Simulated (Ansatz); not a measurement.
SnO2

Input

```
crystal:
  lattice:
    - [3.2043189132, 0.0, 0.0]
    - [-1.6021594566, 2.7750215806, 0.0]
    - [0.0, 0.0, 10.197367811]
  atoms:
    - { symbol: Sn, position: [-0.1948457596, 0.0, 0.5] }
    - { symbol: Sn, position: [0.1948457596, 0.0, 0.0] }
    - { symbol: O, position: [0.469054501, 0.3333333333, 0.4003665319] }
    - { symbol: O, position: [0.8642788324, 0.3333333333, 0.0996334681] }
    - { symbol: O, position: [0.1357211676, 0.6666666667, 0.5996334681] }
    - { symbol: O, position: [0.530945499, 0.6666666667, 0.9003665319] }
basis:
  ecutwfc: 520.0
kpoints:
  mp_grid: { grid: [12, 12, 4] }
hamiltonian:
  xc: pbesol
  pseudopotentials: { kind: paw, azcp: { folder: soft_1 } }
  dispersion: d3bj
scf:
  occupations: { method: gaussian, width: 0.05 }
output:
  forces: true
  stress: true
  eigenvalues: true
  write_density: true
  write_potential: true
  elf: true
  volumetric_format: npy
```

Command:

```sh
ansatz run input.yaml --threads 2 --pin off --max-ram 4096MiB --backend cpu --events-out ev --progress --plain --runs-dir out
```

Below, planes, directions and counts refer to the conventional cell (a = 3.20 Å, b = 5.55 Å, c = 10.20 Å, α = 90.00°, β = 90.00°, γ = 90.00°).

Space group C222₁; a point of a scan over the structure, not its minimum; a structure from a database of computed crystals, not necessarily the ambient phase; changed on purpose from its base cell (mode 1 frozen in at -0.628 Å, equal normal strain along x, y and z +0.0083); computed pressure about −4 GPa in this cell; PAW files of the earlier set (soft_1).

The calculation used DFT PBEsol+D3(BJ), scalar-relativistic, plane waves, PAW in Ansatz 0.2.0.

Core electrons are frozen (PAW), and the valence fields are smoothed inside the atomic spheres.

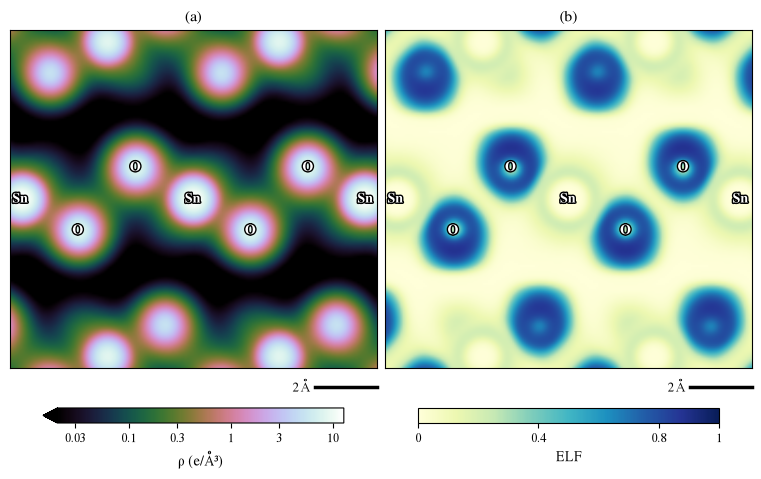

Figure 1. (a) valence charge density (pseudo); (b) ELF on the (100) plane of the conventional cell.

Question: What does the map show?

Answer: Atoms in the plane: Sn and O. Atoms just off the plane (Sn, 0.4 Å away and O, 0.3 Å away) can leave unmarked features too. Sn–O (2.11 Å): ρ at the midpoint is about 0.6 e/Å³; the ELF peaks at about 0.80 in the valence shell of O, 0.6 Å from its nucleus, and is about 0.30 at the midpoint: no shared electron pair shows on this line. Between the atoms the lowest density in this plane is 0.006 e/Å³. The ELF also peaks beside O, away from the bonds: lone-pair regions.

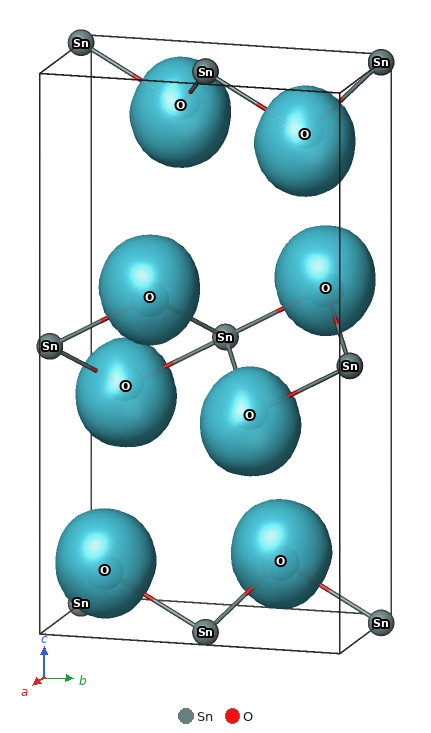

Figure 2. Isosurface of the ELF at 0.65 (cyan), seen slightly off an axis. Core shells and regions of very low density are left out. Sticks mark near contacts.

Question: Identify the bonds, lone pairs and shells in this picture.

Answer: The surface consists of eight regions wrapped around O (the valence shell of each), counted in one cell of 12 atoms. Any copies at cell faces, edges or corners count once. Along the contacts the grid gives the following. Sn–O (2.10 Å): the ELF peaks at about 0.80 in the valence shell of O, 0.6 Å from its nucleus, and is about 0.30 at the midpoint (no shared electron pair shows on this line).

Question: Metal or insulator at this level of theory?

Answer: It is gapped, with a Kohn–Sham gap of 2.1 eV on the k-point mesh (the band edges may lie off the mesh, which would make the gap smaller).
